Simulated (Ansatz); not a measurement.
## Run report: Si, geometry relaxation

The run: geometry relaxation of Si (P6/mmm, 1 atom in the cell). Method and program: DFT, PBE, PAW with Ansatz's default frozen-core files, scalar-relativistic, no spin polarisation (Ansatz 0.2.0).

Its volume is 0.80 times that of the source entry. It belongs to a series of runs on one base structure; here: shape and atoms relaxed at 0.8 of the volume.

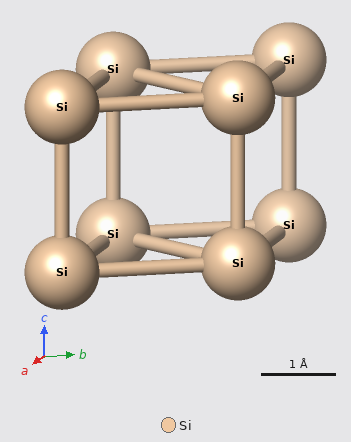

*The structure as given in the input (ball-and-stick view of the cell of the calculation, seen slightly off an axis).*

Near neighbours in the crystal (not all of them lie inside the picture): Si has 8 Si at 2.30 to 2.46 Å.

### Input file
```yaml
crystal:
  lattice:
    - [2.4589571101, 0.0, 0.0]
    - [-1.229478555, 2.1295193242, 0.0]
    - [0.0, 0.0, 2.3021877842]
  atoms:
    - { symbol: Si, position: [0.0, 0.0, 0.0] }
kpoints:
  mp_grid: { grid: [16, 16, 15] }
scf:
  occupations: { method: fermi_dirac, width: 0.08 }
hamiltonian:
  xc: pbe
  pseudopotentials: { kind: paw }
output:
  forces: true
  stress: true
relax:
  f_tol: 0.005
  max_steps: 30
  cell: { stress_tol: 0.11, fix: [volume] }
```

Command:
```bash
ansatz run input.yaml --threads 1 --pin off --max-ram 2048MiB --backend cpu --events-out ev --progress --plain --runs-dir out
```

### The program's output
```
Engine: ansatz 0.2.0, x86_64-unknown-linux-gnu
Pseudopotentials: kind: paw
Pseudopotential: Si, paw, valence charge 4, recommended cutoff 420 eV (normal), Si.paw.azcp
Functional definition: PBE
  parameter kappa = 0.804
  parameter beta = 0.06672455060314922
  exchange = pbe_x(kappa = kappa, mu = beta*pi^2/3)
  correlation = pbe_c(beta = beta)
Crystal: 1 atoms, lattice volume = 12.055 Å³
Basis set: ecut = 420 eV, 229 PW (Γ), exchange–correlation on 36×36×32 points (8 copies of the dense FFT grid, shifted against one another)
Bands: 6, of which v1, the nominal top of the filled ones, is band 2 counted from 1 (1 counted from 0)
Symmetry: 24 space group operations
Space group: P6/mmm (ITA 191), of the structure as read, at distance tolerance 2.3e-5 Å
k-points: 240 of 3840
Non-local potential: Si, projectors of the file, l = 0: 2, l = 1: 2, l = 2: 2
PAW form: soft (Blöchl's): semilocal exchange-correlation on the pseudo side does not see the compensation charge
PAW one-centre angular grid: Si, 110 points (default); XC on 64 Gauss nodes
Initial density: superposition of atomic densities (neutral atoms: chi_scale 0, normalization atom), corrected by the library's trained network
Initial wavefunctions: pseudopotential atomic-orbital guess
Functional: x = pbe(κ = 0.804, μ = 0.2195149727645171), c = pbe(β = 0.06672455060314922)
SCF iter   1: F=—  HF=-635.198850 eV  |F-HF|=—  |Δ(HF+E_count)|=         —  Δρ=4.15e-3  dr2=1.58e-3  ethr=1.77e-3  ⟨swp⟩=5.4  Hψ=13602  notcnv=0
preconditioner: auto → none  [metal: Δε(μ)=0.070 eV  Ē_g=15.704 eV  σ=0.080 eV  W_gap=0.22  n_scr=0 (ndim 8)  ℏωp=21.4 eV  f_vac=0.000  D(μ)=0.35/eV (n_scr^D=0)]
SCF iter   2: F=—  HF=-635.198516 eV  |F-HF|=—  |Δ(HF+E_count)|=   3.34e-4  Δρ=1.61e-3  dr2=2.00e-4  ethr=3.95e-5  ⟨swp⟩=1.0  Hψ=3362  notcnv=0
SCF iter   3: F=—  HF=-635.198502 eV  |F-HF|=—  |Δ(HF+E_count)|=   1.38e-5  Δρ=2.04e-4  dr2=2.00e-6  ethr=5.00e-6  ⟨swp⟩=1.5  Hψ=1678  notcnv=0
SCF iter   4: F=—  HF=-635.198495 eV  |F-HF|=—  |Δ(HF+E_count)|=   6.75e-6  Δρ=1.43e-5  dr2=2.16e-8  ethr=5.00e-8  ⟨swp⟩=2.0  Hψ=1889  notcnv=0
iter 5 did not close the SCF: its close was put off for the readings that it lacked (scf_convergence_deferred on its scf_iter line)
SCF iter   5: F=-635.198495 eV  HF=-635.198495 eV  |F-HF|=2.85e-11  |Δ(HF+E_count)|=   7.19e-9  Δρ=1.40e-6  dr2=1.30e-10  ethr=5.40e-10  ⟨swp⟩=2.0  Hψ=1897  notcnv=0
SCF iter   6: F=-635.198495 eV  HF=-635.198495 eV  |F-HF|=2.27e-13  |Δ(HF+E_count)|=  4.45e-11  Δρ=1.05e-7  dr2=6.86e-13  ethr=3.25e-12  ⟨swp⟩=1.0  Hψ=4025  notcnv=0
SCF 1 converged in 6 iterations: F = -635.198495 eV  dr2 = 6.86e-13
  greatest PAW one-centre occupation: 0.661 electrons in one spin orbital (limit 2), on the Si atom at site 0 (counted from 0), in its partial waves of l = 0
relax step   1: F+E_penalty+E_count = -635.19849503 eV  Δ(F+E_penalty+E_count) = +0.000e0 eV  max|allowed force component| = 0.000e0 eV/Å  Δτ_max = 0.0000 Å  P = +40.079 GPa  Ω = 12.055 Å³  fix = [volume]  reactions: volume +40.079 GPa  (6 SCF iters, dr2 threshold 1.00e-7 eV, accepted)
Initial density: handed on by an earlier stage of this run
Initial wavefunctions: those handed on with the density
iter 1 solved again at ethr=3.78e-6 eV; its pass at ethr=3.10e-3 eV (dr2=1.51e-4 eV) is discarded
SCF iter   1: F=—  HF=-635.199964 eV  |F-HF|=—  |Δ(HF+E_count)|=         —  Δρ=1.10e-3  dr2=1.52e-4  ethr=3.78e-6  ⟨swp⟩=1.1  Hψ=13805  notcnv=0
preconditioner: auto → none  [metal: Δε(μ)=0.019 eV  Ē_g=15.703 eV  σ=0.080 eV  W_gap=0.06  n_scr=0 (ndim 8)  ℏωp=21.4 eV  f_vac=0.000  D(μ)=0.36/eV (n_scr^D=0)]
SCF iter   2: F=—  HF=-635.199906 eV  |F-HF|=—  |Δ(HF+E_count)|=   5.80e-5  Δρ=3.50e-4  dr2=1.49e-5  ethr=3.78e-6  ⟨swp⟩=1.0  Hψ=1440  notcnv=0
SCF iter   3: F=—  HF=-635.199897 eV  |F-HF|=—  |Δ(HF+E_count)|=   9.30e-6  Δρ=1.58e-5  dr2=1.86e-8  ethr=2.50e-9  ⟨swp⟩=3.1  Hψ=5012  notcnv=0
SCF iter   4: F=-635.199897 eV  HF=-635.199897 eV  |F-HF|=9.16e-10  |Δ(HF+E_count)|=   6.83e-9  Δρ=4.65e-6  dr2=2.05e-9  ethr=4.66e-10  ⟨swp⟩=1.9  Hψ=4453  notcnv=0
SCF 2 converged in 4 iterations: F = -635.199897 eV  dr2 = 2.05e-9
relax step   2: F+E_penalty+E_count = -635.19989697 eV  Δ(F+E_penalty+E_count) = -1.402e-3 eV  max|allowed force component| = 0.000e0 eV/Å  Δτ_max = 0.0000 Å  P = +39.936 GPa  Ω = 12.055 Å³  energy of the carried Pulay correction = -3.425e-6 eV  fix = [volume]  reactions: volume +39.936 GPa  (4 SCF iters, dr2 threshold 1.00e-7 eV, accepted)
iter 1 solved again at ethr=2.15e-6 eV; its pass at ethr=3.10e-3 eV (dr2=8.60e-5 eV) is discarded
SCF iter   1: F=—  HF=-635.200258 eV  |F-HF|=—  |Δ(HF+E_count)|=         —  Δρ=8.28e-4  dr2=8.68e-5  ethr=2.15e-6  ⟨swp⟩=1.0  Hψ=13641  notcnv=0
preconditioner: auto → none  [metal: Δε(μ)=0.002 eV  Ē_g=15.700 eV  σ=0.080 eV  W_gap=0.00  n_scr=0 (ndim 8)  ℏωp=21.4 eV  f_vac=0.000  D(μ)=0.37/eV (n_scr^D=0)]
SCF iter   2: F=—  HF=-635.200224 eV  |F-HF|=—  |Δ(HF+E_count)|=   3.35e-5  Δρ=2.61e-4  dr2=8.28e-6  ethr=2.15e-6  ⟨swp⟩=1.0  Hψ=1440  notcnv=0
SCF iter   3: F=-635.200221 eV  HF=-635.200221 eV  |F-HF|=2.56e-9  |Δ(HF+E_count)|=   3.24e-6  Δρ=1.08e-5  dr2=6.20e-9  ethr=2.50e-9  ⟨swp⟩=3.1  Hψ=4997  notcnv=0
SCF 3 converged in 3 iterations: F = -635.200221 eV  dr2 = 6.20e-9
relax step   3: F+E_penalty+E_count = -635.20022112 eV  Δ(F+E_penalty+E_count) = -3.241e-4 eV  max|allowed force component| = 0.000e0 eV/Å  Δτ_max = 0.0000 Å  P = +39.853 GPa  Ω = 12.055 Å³  energy of the carried Pulay correction = -5.982e-6 eV  fix = [volume]  reactions: volume +39.853 GPa  (3 SCF iters, dr2 threshold 1.00e-7 eV, accepted)
Initial wavefunctions: pseudopotential atomic-orbital guess (no wavefunctions were taken with the density)
iter 1 solved again at ethr=2.74e-8 eV; its pass at ethr=3.10e-3 eV (dr2=1.10e-6 eV) is discarded
SCF iter   1: F=—  HF=-635.200232 eV  |F-HF|=—  |Δ(HF+E_count)|=         —  Δρ=1.53e-5  dr2=6.77e-9  ethr=2.74e-8  ⟨swp⟩=3.2  Hψ=18024  notcnv=0
preconditioner: auto → none  [metal: Δε(μ)=0.002 eV  Ē_g=15.700 eV  σ=0.080 eV  W_gap=0.01  n_scr=0 (ndim 8)  ℏωp=21.4 eV  f_vac=0.000  D(μ)=0.37/eV (n_scr^D=0)]
SCF iter   2: F=—  HF=-635.200232 eV  |F-HF|=—  |Δ(HF+E_count)|=   6.81e-7  Δρ=7.45e-6  dr2=2.41e-9  ethr=1.69e-10  ⟨swp⟩=2.0  Hψ=1941  notcnv=0
SCF iter   3: F=—  HF=-635.200232 eV  |F-HF|=—  |Δ(HF+E_count)|=   1.32e-9  Δρ=2.00e-6  dr2=2.99e-10  ethr=6.03e-11  ⟨swp⟩=2.0  Hψ=1903  notcnv=0
SCF iter   4: F=—  HF=-635.200232 eV  |F-HF|=—  |Δ(HF+E_count)|=  1.44e-11  Δρ=8.46e-7  dr2=6.36e-11  ethr=7.48e-12  ⟨swp⟩=1.0  Hψ=1440  notcnv=0
SCF iter   5: F=-635.200232 eV  HF=-635.200232 eV  |F-HF|=3.41e-13  |Δ(HF+E_count)|=  1.42e-11  Δρ=1.76e-7  dr2=2.04e-12  ethr=1.21e-12  ⟨swp⟩=3.9  Hψ=3551  notcnv=0
SCF 4 converged in 5 iterations: F = -635.200232 eV  dr2 = 2.04e-12
relax step   4: F+E_penalty+E_count = -635.20023176 eV  Δ(F+E_penalty+E_count) = -1.064e-5 eV  max|allowed force component| = 0.000e0 eV/Å  Δτ_max = 0.0000 Å  P = +39.854 GPa  Ω = 12.055 Å³  fix = [volume]  reactions: volume +39.854 GPa  stress off target by 8.52e-2 GPa on what of the cell is left free  SCF on the basis re-selected at this cell (its energy is not comparable with the rows above)  (5 SCF iters)
```

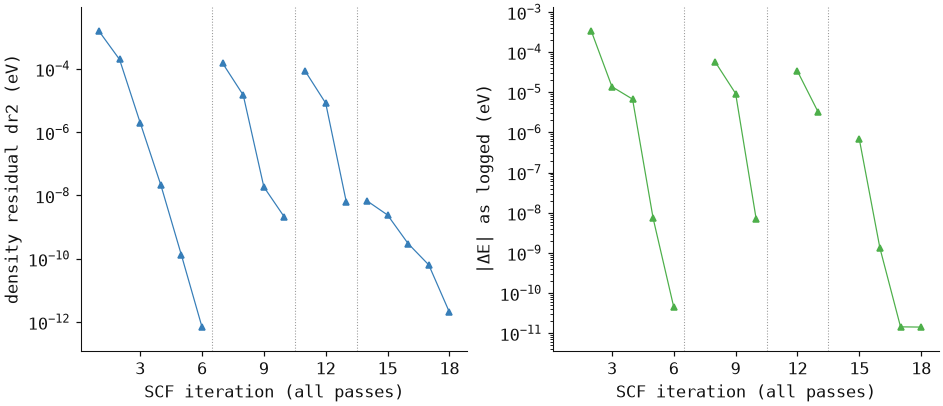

*Convergence of the self-consistent field: density residual dr2 and size of the energy change against the SCF iteration. The dotted lines part the SCF passes of the relaxation: geometry steps, rejected trials and re-solves on a re-selected basis.*

The passes take 6, 4, 3 and 5 iterations.

```
basis re-selected at this cell: Δ(F+E_penalty+E_count) = -1.064e-5 eV, ΔP = +0.001 GPa vs the last step (what re-selecting the basis moved, of the pressure what is left beyond the Pulay correction that the steps carried, after the strain that the cell walked since its last selection, with what the two solves' SCF thresholds leave and, on support functions, any second-order correction that the steps lacked; it is no measure of the basis error at this ecutwfc). This SCF's stress stands 8.52e-2 GPa from its target on what of the cell is left free (relax.cell.stress_tol is 1.10e-1 GPa) and its largest allowed force component is 0.00e0 eV/Å (relax.f_tol is 5.00e-3 eV/Å): within both
SCF converged after 5 iterations
Free energy (F): -635.200232 eV
Harris-Foulkes:  -635.200232 eV  (|F-HF|=3.41e-13)
Internal energy: -635.192786 eV  (E = F + TS)
E sigma→0 (E₀):  -635.196509 eV
Entropy (-TS):   -0.007446 eV (-7.446 meV/atom)
Fermi energy:    13.121979 eV
--- Per-component energies (eV) ---
  E_band       = 27.102326
  E_kinetic    = 46.251913
  E_local      = 5.706160  (includes V_loc(G=0)·N_el)
  E_nonlocal   = 26.630951
  E_hartree    = 0.702246
  E_xc         = -57.936356
  E_vxc        = -50.391284  (∫ρ·V_xc dr)
  E_paw        = -512.843429  (= ΣΔE_a)
  E_vpaw       = -2.499915  (= ΣTr[D̂ρ^β])
  E_aug_tail   = 0.000007  (compensation charges beyond the density's cutoff)
  E_ewald      = -143.704279
  E_smearing   = -0.007446  (= −TS)
  E_closure    = 0.000000  (closes the sum)
  Σ components = -635.200232   (vs F -635.200232, Δ=0.00e0)
--- Forces (eV/Å), atoms counted from 1 ---
  atom   1  Si    -0.00000000    -0.00000000     0.00000000
  max |Σ_I F_I| component: 2.57e-34 eV/Å
--- Stress (GPa, compression-positive) ---
       39.811325       0.000000       0.000000
        0.000000      39.811325      -0.000000
        0.000000      -0.000000      39.939178
  P = ⅓ Tr σ = 39.8539 GPa (398.539 kbar)
--- Relaxed structure (3 steps of the walk, 3 accepted, 1 SCFs on fresh bases) ---
  F+E_penalty+E_count = -635.20023176 eV   max|allowed force component| = 0.000e0 eV/Å   (the final SCF, on the basis selected at the relaxed cell)
  cell:  # Å, volume = 12.0552 Å³
    - [2.449882270573125, -2.876098241381897e-11, 8.468065357813969e-33]
    - [-1.2249411352616548, 2.1216602826118085, -7.572889137041549e-33]
    - [7.928188963613114e-33, -3.60958196717345e-33, 2.3192748736383075]
  atoms:
    - { symbol: Si, position: [0.0, 0.0, 0.0] }
```

### Trajectory as extended XYZ (Å, eV, eV/Å), 4 frames, from step=1 to step=4
```
1
Lattice="2.4590 0.0000 0.0000 -1.2295 2.1295 0.0000 0.0000 0.0000 2.3022" Properties=species:S:1:pos:R:3:forces:R:3 step=1 energy=-635.19849 pressure_GPa=40.08
Si    0.0000    0.0000    0.0000    0.0000   0.0000   0.0000
1
Lattice="2.4537 0.0000 0.0000 -1.2269 2.1250 0.0000 0.0000 0.0000 2.3120" Properties=species:S:1:pos:R:3:forces:R:3 step=2 energy=-635.19990 pressure_GPa=39.94
Si    0.0000    0.0000    0.0000    0.0000   0.0000   0.0000
1
Lattice="2.4499 0.0000 0.0000 -1.2249 2.1217 0.0000 0.0000 0.0000 2.3193" Properties=species:S:1:pos:R:3:forces:R:3 step=3 energy=-635.20022 pressure_GPa=39.85
Si    0.0000    0.0000    0.0000    0.0000   0.0000   0.0000
1
Lattice="2.4499 0.0000 0.0000 -1.2249 2.1217 0.0000 0.0000 0.0000 2.3193" Properties=species:S:1:pos:R:3:forces:R:3 step=4 energy=-635.20023 pressure_GPa=39.85
Si    0.0000    0.0000    0.0000    0.0000   0.0000   0.0000
```

### Summary

- outcome: converged
- space group (tolerance 0.01 Å): P6/mmm (191)
- electrons treated: 4
- free energy: −635.2002 eV
- Fermi energy: 13.122 eV
- pressure: 39.85 GPa
- final volume: 12.06 Å³
- largest force (length of the vector) at the end: under 0.001 eV/Å
- final cell: a = 2.450 Å, b = 2.450 Å, c = 2.319 Å, α = 90.00°, β = 90.00°, γ = 120.00°
- hardware: 1 thread of Intel Xeon (Granite Rapids), 32 GiB of memory available, shared host
- wall time: 2.1 s
- peak memory: 0.33 GiB

The cell is under a pressure of 40 GPa at this level, so it is not at its equilibrium volume.
